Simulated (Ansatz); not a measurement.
# Ti6C: from a guess to a relaxed structure, part 2 of 2

The task: take a trial cell of Ti6C to zero force and stress.

Ansatz 0.2.0; DFT PBE, scalar-relativistic, plane waves, PAW.

### Step 4. Full relaxation

The end of the coarse run is made exact in the group found at a tolerance of 0.06 Å and reduced to its primitive cell.

The input, input.yaml:

```yaml
crystal:
  lattice:
    - [6.2261678745, 0.0, 0.0]
    - [0.0, 6.2261678745, 0.0]
    - [0.0, 0.0, 6.2261678745]
  atoms:
    - { symbol: Ti, position: [0.6543651589, 0.0, 0.0] }
    - { symbol: Ti, position: [0.3456348411, 0.0, 0.0] }
    - { symbol: Ti, position: [0.0, 0.6543651589, 0.0] }
    - { symbol: Ti, position: [0.0, 0.3456348411, 0.0] }
    - { symbol: Ti, position: [0.0, 0.0, 0.6543651589] }
    - { symbol: Ti, position: [0.0, 0.0, 0.3456348411] }
    - { symbol: C, position: [0.0, 0.0, 0.0] }
basis:
  ecutwfc: 420
kpoints:
  mp_grid: { grid: [6, 6, 6] }
hamiltonian:
  xc: pbe
scf:
  occupations: { method: gaussian, width: 0.1 }
output:
  forces: true
  stress: true
  eigenvalues: true
  write_density: true
  write_potential: true
  elf: true
  volumetric_format: npy
relax:
  adjacent_minimum: "off"
  f_tol: 0.01
  max_steps: 80
  cell: { stress_tol: 0.05 }
```

The run is started by

```bash
ansatz run input.yaml --threads 1 --pin off --max-ram 2048MiB --backend cpu --events-out ev --progress --plain --runs-dir out
```

What it wrote (excerpt; [...] marks lines left out):

```text
Warning: RAYON_NUM_THREADS=1 ignored (pool sized by the plan → 1); use --threads N
[...]
Pseudopotentials: kind: paw
Pseudopotential: Ti, paw, valence charge 12, recommended cutoff 420 eV (normal), Ti.paw.azcp
Pseudopotential: C, paw, valence charge 4, recommended cutoff 420 eV (normal), C.paw.azcp
Functional definition: PBE
[...]
Crystal: 7 atoms, lattice volume = 241.358 Å³
Basis set: ecut = 420 eV, 4729 PW (Γ), exchange–correlation on 90×90×90 points (8 copies of the dense FFT grid, shifted against one another)
Bands: 46, of which v1, the nominal top of the filled ones, is band 38 counted from 1 (37 counted from 0)
Symmetry: 48 space group operations
Space group: Pm-3m (ITA 221), of the structure as read, at distance tolerance 6.2e-5 Å
k-points: 20 of 216
[...]
SCF iter   1: F=—  HF=-15235.742675 eV  |F-HF|=—  |Δ(HF+E_count)|=         —  Δρ=3.96e-2  dr2=7.92e0  ethr=1.77e-3  ⟨swp⟩=9.9  Hψ=4247  notcnv=0
[...]
  F+E_penalty+E_count = -15234.56662824 eV   max|allowed force component| = 4.129e-4 eV/Å   (the final SCF, on the basis selected at the relaxed cell)
  cell:  # Å, volume = 241.5071 Å³
    - [6.227446039422089, 5.135813185032629e-34, 2.0061770254033706e-36]
    - [5.135813185032629e-34, 6.227446039422089, -1.504632769052528e-36]
    - [2.0061770254033706e-36, -1.504632769052528e-36, 6.227446039422089]
  atoms:
    - { symbol: Ti, position: [0.6542077787020689, -7.733207581324243e-36, -2.487662198687897e-21] }
    - { symbol: Ti, position: [0.3457922212979309, -2.706622653463487e-35, -2.487662198687893e-21] }
    - { symbol: Ti, position: [-1.243831099343955e-21, 0.6542077787020689, -2.4876621986878944e-21] }
    - { symbol: Ti, position: [-1.2438310993439444e-21, 0.3457922212979309, -2.4876621986879026e-21] }
    - { symbol: Ti, position: [-1.2438310993439451e-21, 1.9333018953310624e-36, 0.6542077787020689] }
    - { symbol: Ti, position: [-1.2438310993439483e-21, 5.7999056859931876e-36, 0.3457922212979309] }
    - { symbol: C, position: [-1.2438310993439453e-21, 3.8666037906621255e-36, -2.4876621986879e-21] }
```

It took 75 s on 1 thread of Arm Neoverse V1, shared host; peak memory 0.54 GiB.

The steps of the relaxation:

| step | energy from step 1 (eV/cell) | largest force component (eV/Å) | pressure (GPa) | volume (Å³) |
| --- | --- | --- | --- | --- |
| 1 | 0.0000 | 0.0306 | -0.01 | 241.36 |
| 2 | -0.0001 | 0.0149 | 0.00 | 241.40 |
| 3 | 0.0000 | 0.0004 | 0.00 | 241.51 |
| 4 | -0.0001 | 0.0004 | 0.00 | 241.51 |

Step 1 is the start. Step 4 repeats the geometry before it on a plane-wave basis chosen anew for that cell, so its energy need not be comparable with the rows above.

|  | before | after | change |
| --- | --- | --- | --- |
| a (Å) | 6.226 | 6.227 | 0.0 % |
| b (Å) | 6.226 | 6.227 | 0.0 % |
| c (Å) | 6.226 | 6.227 | 0.0 % |
| volume (Å³/atom) | 34.48 | 34.50 | +0.1 % |
| shortest distance (Å) | 1.922 | 1.921 | -0.1 % |
| space group (0.01 Å) | Pm-3m | Pm-3m | same |

The run keeps the 48 symmetry operations of the start, so it could not have lowered the symmetry.

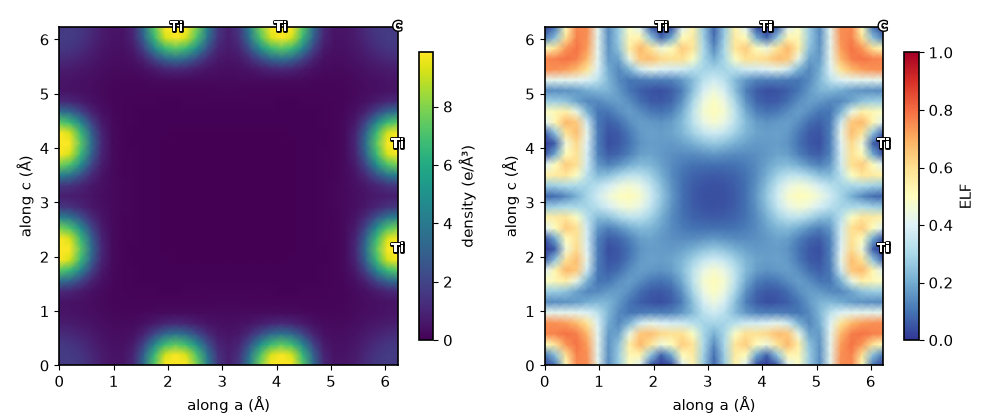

Density (left) and ELF (right) in a lattice plane of the grid's cell (edges 6.23 and 6.23 Å, at 0.000 of the third edge), which holds Ti and C. Only atoms in the plane are labelled. Both are smooth fields of the valence electrons: close to the nuclei they are not physical.

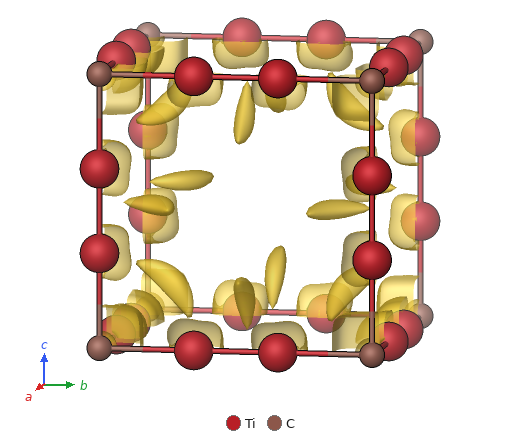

Surface of ELF = 0.52, drawn in one cell.

Maxima of ELF outside the ion cores: 0.79 in the shell around C, 0.7 Å from C; 0.58 between the atoms, 1.8 Å from Ti.

### Step 5. Results

What follows sums up all 2 parts. Changes of volume or cell count from the first structure of part 1.

```
                              quantity                                                                      value
symmetry at the end (tolerance 0.05 Å)                                                space group Pm-3m (No. 221)
                     conventional cell  a = 6.227 Å, b = 6.227 Å, c = 6.227 Å, α = 90.00°, β = 90.00°, γ = 90.00°
                                volume                                                              34.50 Å³/atom
              energy over the elements                                                              +2.06 eV/atom
                       gap on the mesh                                                               none (metal)
```

**Reading.** The space group Pm-3m (No. 221) is kept, and the volume per atom grows by 388.0 % from the first guess. With a positive formation energy it can't be a ground state. No finished test with a distortion of lower symmetry is shown, so the end may be a saddle point. Where forces pass 15 eV/Å atoms stand far too close, the PAW spheres overlap strongly and those numbers are rough.
